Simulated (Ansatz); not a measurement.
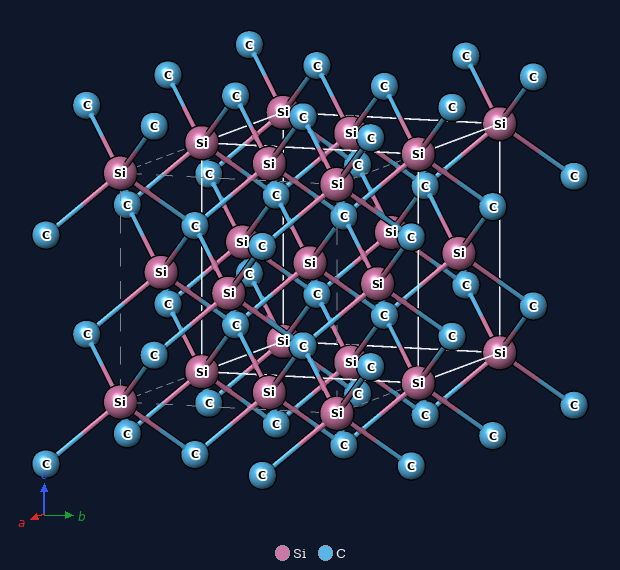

SiC (space group F-43m, No. 216). Coordinates: the geometry relaxed with DFT PBEsol, scalar-relativistic, plane waves, PAW in Ansatz 0.2.0.

Bonds are taken as C–Si below 2.1 Å; no other contact counts. The graph is simplified in the usual way: terminal and isolated atoms are pruned, two-connected atoms become edges.

What kind of net remains, and which atoms are its nodes?

Answer. A uninodal 4-connected, three-periodic net: Si and C are 4-connected nodes.

Does the net have a name?

Answer. It is the dia net, known from diamond, zinc blende and cristobalite.

Is the net interpenetrated?

Answer. It is a single net, without interpenetration.

Give the point symbol of each node (shortest cycle at each angle).

Answer. Si and C: 6⁶.

The simplified net, drawn on the atoms' positions. Nodes are coloured by element. Short stubs are edges that leave the cut-out.

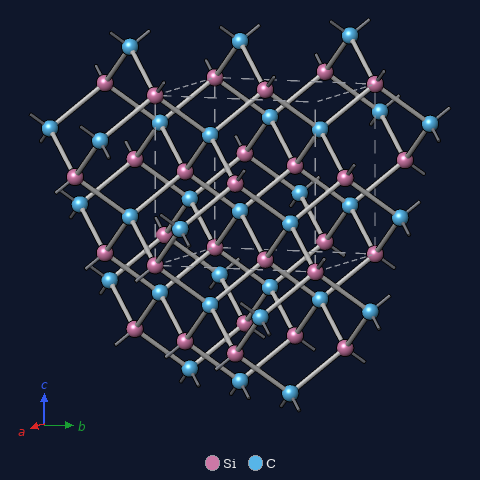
